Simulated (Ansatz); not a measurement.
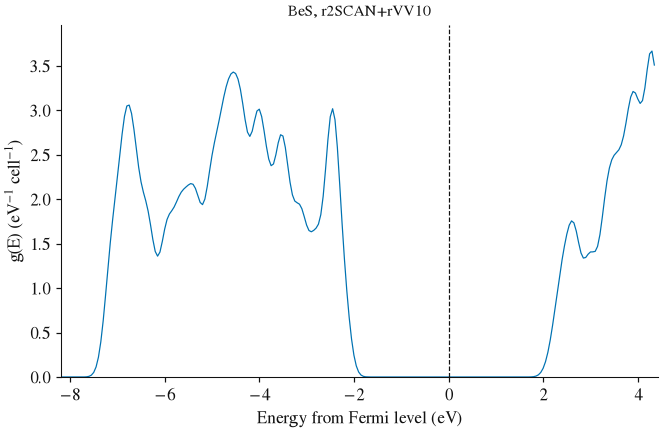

Density of states of BeS, space group P6_3/mmc, 4 atoms in the cell, h-MgO (five-fold) type. Level of theory: DFT, r2SCAN+rVV10, plane waves, PAW, no spin polarisation, 12×12×4 k mesh, 500 eV cutoff, Fermi-Dirac smearing of 0.03 eV; code Ansatz. Energies are counted from the Fermi level. The curve is built from the levels of the k mesh with Gaussians 0.3 eV wide, which also blur the band edges.

There is a gap; over the k points computed it is 4.27 eV (indirect; the smallest direct gap is 4.59 eV). The upper group of valence states starts about 5.1 eV under the valence-band top (which lies at −2.2 eV on this axis), with a gap beneath it; it holds about 12 electrons a cell.
